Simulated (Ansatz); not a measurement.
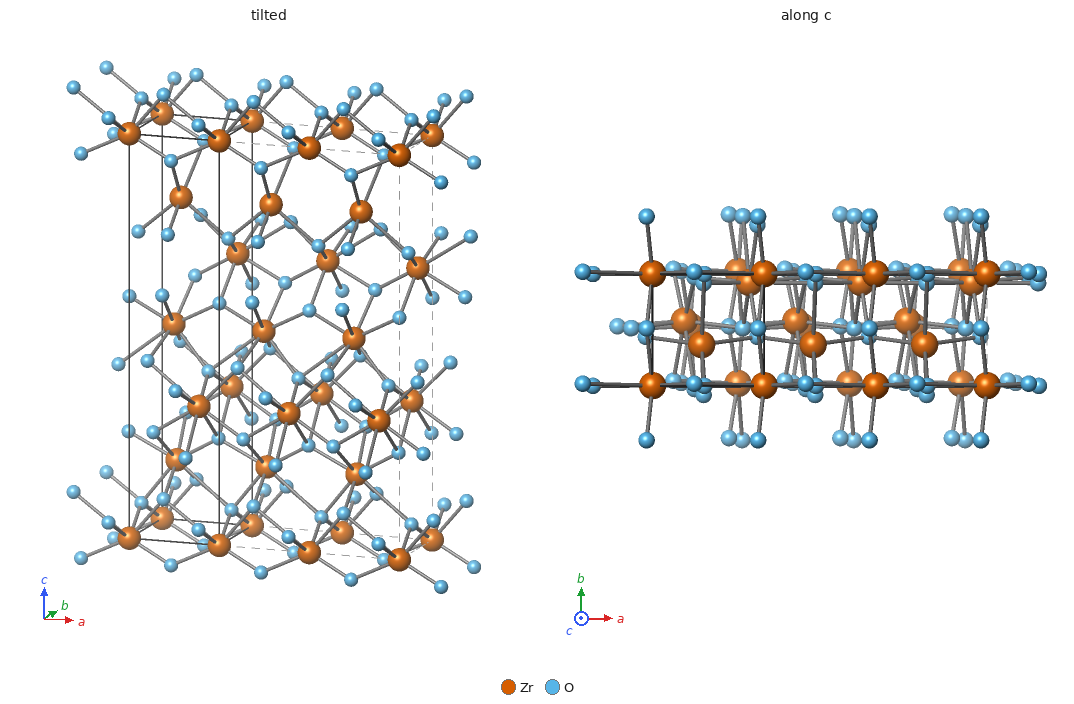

This ball-and-stick model is shown slightly off an axis and along the c axis. The structure is repeated 3×1×1 times; solid lines mark one unit cell. Some atoms of the next cells are drawn as well.

Zr6O11, a = 3.60 Å, b = 3.61 Å, c = 15.56 Å, α = 90.00°, β = 90.00°, γ = 90.00°.

Computed with Ansatz 0.2.0, DFT PBEsol, scalar-relativistic, plane waves, PAW. Settings: 420 eV cutoff, a 10×10×4 k-point mesh, Fermi-Dirac smearing of 0.078 eV, no spin polarisation.

> Classify it as metallic or gapped, with the value.

A semiconductor at this level, with a gap of 0.11 eV on the k-mesh (the true edges may lie between mesh points, so the gap can be somewhat smaller).

> Under what pressure is the structure?

The computed pressure is 4.3 GPa (compressed: it would expand). The stress isn't hydrostatic: its largest component is 6.9 GPa.

Starting structure: a structure listed in the Materials Project. The cell was then strained or its atoms displaced on purpose. An electronic-structure calculation with Ansatz was run on it.

At this level of theory the cell isn't at rest (compressed, at 4 GPa and forces up to 2.4 eV/Å), so its distances can differ from those at equilibrium, the more so the softer the solid.
